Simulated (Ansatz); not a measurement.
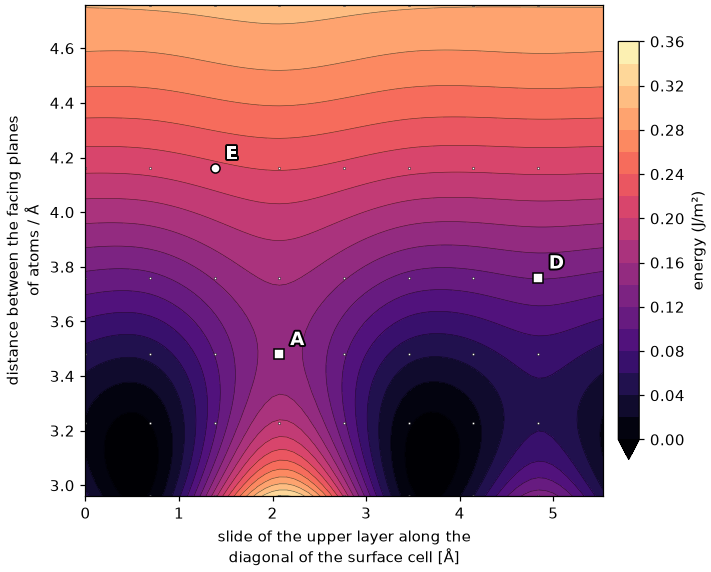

A bilayer of two P sheets (8 atoms in the cell). The upper layer of a bilayer is slid along a line and lifted, both layers rigid. Coordinates scanned: (1) slide of the upper layer along the diagonal of the surface cell, from P5 above P3; (2) distance between the facing planes of atoms. The grid has 8 × 6 points. Points are written as (first, second). Energies are in J/m², from the lowest grid point. Computed with Ansatz 0.2.0, DFT PBE+D3(BJ), scalar-relativistic, plane waves, PAW. Settings: cutoff 420 eV, k-mesh 8×6×1, gaussian smearing 0.05 eV, no spin polarisation.

The picture shows filled contours, dots at the grid points, lettered points. Between grid points the surface is interpolated.

Is E the lowest point of the computed grid?

No. E lies 0.215 J/m² above the lowest grid point, which is at (0.69 Å, 3.23 Å).

What kind of point is each of A, D, E: minimum, saddle, maximum or slope?

A: saddle point; D: on a slope; E: on a slope. (In these two coordinates alone; a stationary point may lie a little off the grid point.)
